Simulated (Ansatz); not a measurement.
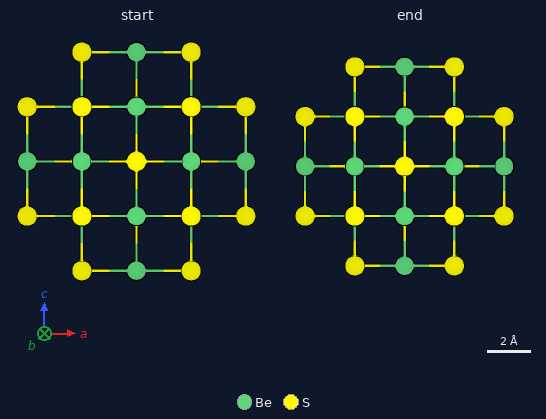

The structure of crystalline BeS (a generated structure, set up in Fm-3m) (coarse preliminary run) before (left) and after (right) a relaxation, at one scale.

The picture is a ball-and-stick view of the conventional cell (4 times the calculation's cell), seen along the b axis. Lengths and directions refer to the drawn axes.

Theory: DFT PBE, scalar-relativistic, plane waves, PAW in Ansatz.

Input
```yaml
crystal:
  lattice:
    - [0.0, 2.54422941, 2.54422941]
    - [2.54422941, 0.0, 2.54422941]
    - [2.54422941, 2.54422941, 0.0]
  atoms:
    - { symbol: Be, position: [0.0, 0.0, 0.0] }
    - { symbol: S, position: [0.5, 0.5, 0.5] }
basis:
  ecutwfc: 420
kpoints:
  mp_grid: { grid: [6, 6, 6] }
hamiltonian:
  xc: pbe
scf:
  occupations: { method: gaussian, width: 0.1 }
  lower_state_search: "off"
output:
  forces: true
  stress: true
  eigenvalues: true
relax:
  adjacent_minimum: "off"
  f_tol: 0.04
  max_steps: 70
  cell: { stress_tol: 0.4 }
```

Run as
```bash
ansatz run input.yaml --threads 1 --pin off --max-ram 2560MiB --backend cpu --events-out ev --progress --plain --runs-dir out
```

Describe what moved and what it gained.

Answer. The energy falls by 0.556 eV per cell of the calculation in 4 accepted moves (5 points after the start). All forces vanish by symmetry, so only the cell relaxes. Pressure: −17.50 GPa at the start and −0.01 GPa at the end. The SCF was repeated once at an unchanged geometry on a basis and grid sized afresh for the cell, which shifted the energy by 0.3 meV per cell of the calculation at most. No atom moves by more than 0.005 Å relative to the cell. The volume changes by −24.5 %, with a = b = c 5.088 → 4.633 Å (−9.0 %). Among the contacts that change: Be1–S2 2.544 → 2.316 Å. The space group stays Fm-3m (No. 225).
